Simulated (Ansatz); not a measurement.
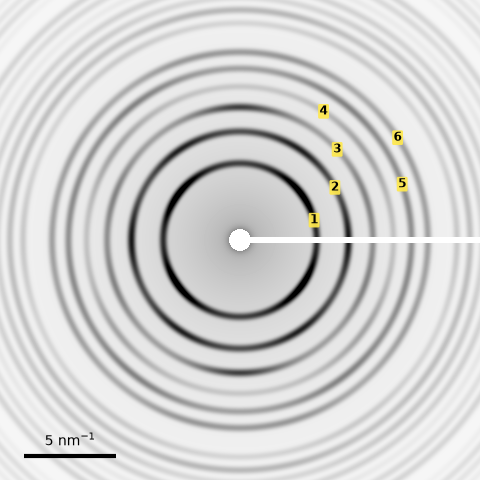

Simulated electron diffraction rings at 300 kV (λ = 0.0197 Å), scale in nm⁻¹ (radius = 1/d), for a sample with fibre texture (March–Dollase model, fibre axis vertical in the picture). Kinematic intensities with B = 0.3 Å² for all atoms, without multiple scattering; brightness goes as intensity to the power 0.5, clipped at the top. Reflections closer than the ring width show as one ring.

The sample is Cu, space group Pm-3m, a = 2.407 Å, b = 2.407 Å, c = 2.407 Å, α = 90.00°, β = 90.00°, γ = 90.00°. Structure used: the input geometry of an electronic-structure calculation (not necessarily at equilibrium); the starting structure was generated, so it need not be a known form of this composition.

**Give radius, d-spacing and indices of the numbered rings.**

```tsv
ring	radius	d (Å)	hkl
1	4.15 nm⁻¹	2.41	100
2	5.88 nm⁻¹	1.702	110
3	7.20 nm⁻¹	1.390	111
4	8.31 nm⁻¹	1.203	200
5	9.29 nm⁻¹	1.076	210
6	10.18 nm⁻¹	0.983	211
```

**Which lattice planes lie preferentially normal to the fibre axis?**

The (1 1 1) planes: ring 3 is concentrated at the top and bottom of the pattern (March parameter 0.45).
